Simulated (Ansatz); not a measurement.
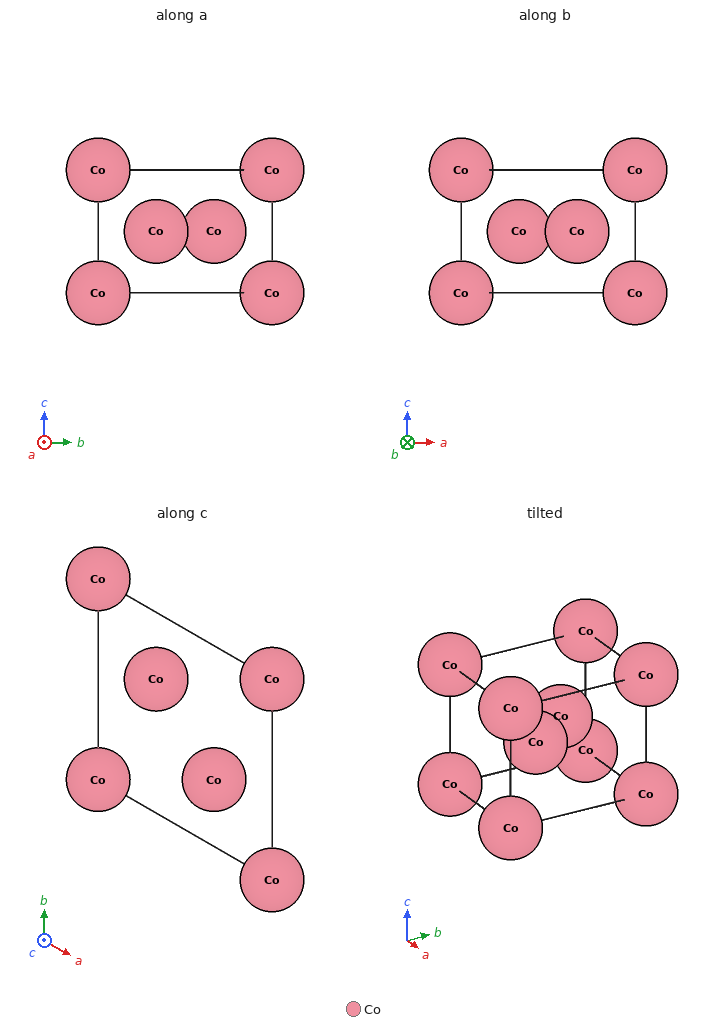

Spheres-only drawing of the structure, looking along the a axis, along the b axis, along the c axis and slightly off an axis. The frame is the conventional unit cell; atoms at its boundary are shown with their periodic copies.

Lattice parameters: a = 3.817 Å, b = 3.817 Å, c = 2.336 Å, α = 90.00°, β = 90.00°, γ = 120.00°.

Q: Set out the cell and atoms as a table of Wyckoff sites.

A: Space group P6/mmm (No. 191).
| atom | site | x | y | z |
| --- | --- | --- | --- | --- |
| Co | 1a | 0.0000 | 0.0000 | 0.0000 |
| Co | 2d | 0.3333 | 0.6667 | 0.5000 |

It goes back to a structure type filled with this element by a generator (whether the element takes this form wasn't checked). Earlier steps of the study may have refined or changed the cell and positions. It was run through Ansatz as a DFT input.
